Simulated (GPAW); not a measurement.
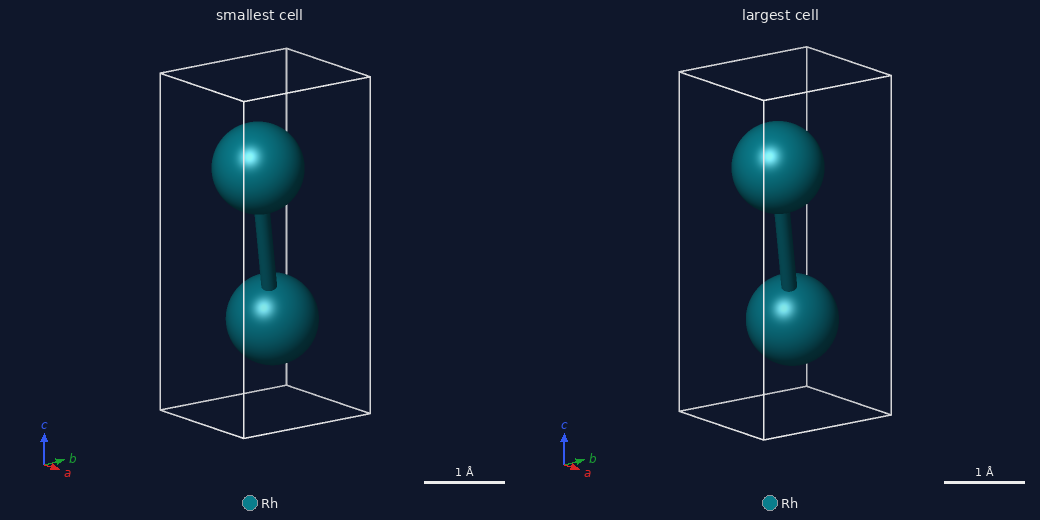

Rh, hexagonal close-packed (Mg type), space group P6₃/mmc (No. 194), relaxed (cell and atoms, zero pressure) with five choices of dispersion term on top of PBEsol; the smallest and the largest of the relaxed conventional cells are drawn to one scale (sticks follow a distance rule). The start was a structure listed in the Materials Project. This isn't the form of Rh at room conditions, which is fcc.

Alike in all runs: GPAW 26.7.0; functional PBEsol; potentials PAW data sets generated in the run's folder for this functional; cutoff 600 eV; k mesh 8 × 8 × 5 on the run's cell of 2 atoms; occupations fermi-dirac, width 0.05 eV; no spin polarisation; no spin-orbit coupling. All runs are metallic.

| level | volume (Å³/atom) | a (Å) | c (Å) |
| --- | --- | --- | --- |
| D3(BJ) | 13.35 | 2.676 | 4.306 |
| none | 13.69 | 2.699 | 4.339 |
| D3(BJ)-ATM | 13.44 | 2.682 | 4.315 |
| D4 | 13.45 | 2.683 | 4.316 |
| D3 | ? | ? | ? |

Q: Fill in the row of D3.

A: Volume 13.38 Å³/atom; a 2.678 Å; c 4.309 Å. That is between D3(BJ) and D3(BJ)-ATM in volume.

Q: Order the levels by the relaxed volume, smallest first.

A: D3(BJ) (13.35 Å³/atom), D3 (13.38 Å³/atom), D3(BJ)-ATM (13.44 Å³/atom), D4 (13.45 Å³/atom), none (13.69 Å³/atom). Rows within a few tenths of a per cent can't be told apart.

Caveat: later steps reuse the first step's grids; pairwise dispersion terms can overbind metals strongly.
